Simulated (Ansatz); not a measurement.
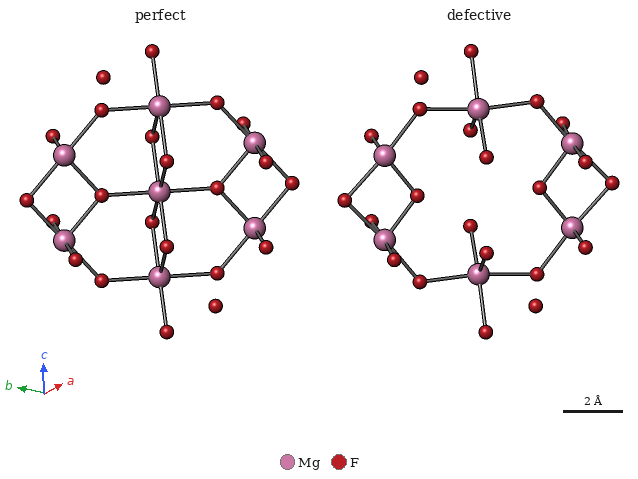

Left: perfect MgF$_{2}$. Right: the same region with one point defect, after relaxing the atoms in a supercell of 48 sites. Style: ball-and-stick. Shown: the atoms within 5.4 Å of one point, in a slice 4.2 Å thick across the line of sight, from a free direction.

Level of theory: DFT PBE, scalar-relativistic, plane waves, PAW (Ansatz). Set-up: plane-wave cutoff 420 eV; k-point mesh 2 × 2 × 2; occupations gaussian; smearing width 0.01 eV; mesh shifted by (0.5, 0.5, 0.5); collinear spin. The cell is small and the k-mesh coarse, so the numbers are rough. A uniform background neutralises the charged cell. The axes drawn are those of the host's conventional cell.

What kind of defect was made?

A magnesium atom is taken out (a vacancy).

The charge state of the cell is −2.

How does the lattice respond?

Around the empty Mg site the host had 6 F at 2.02 Å; after relaxation the nearest atoms are 6 F at 2.13 to 2.25 Å. Of the host's atoms, a fluorine atom moves furthest from its site, by 0.23 Å. The cell ends without a net magnetic moment.
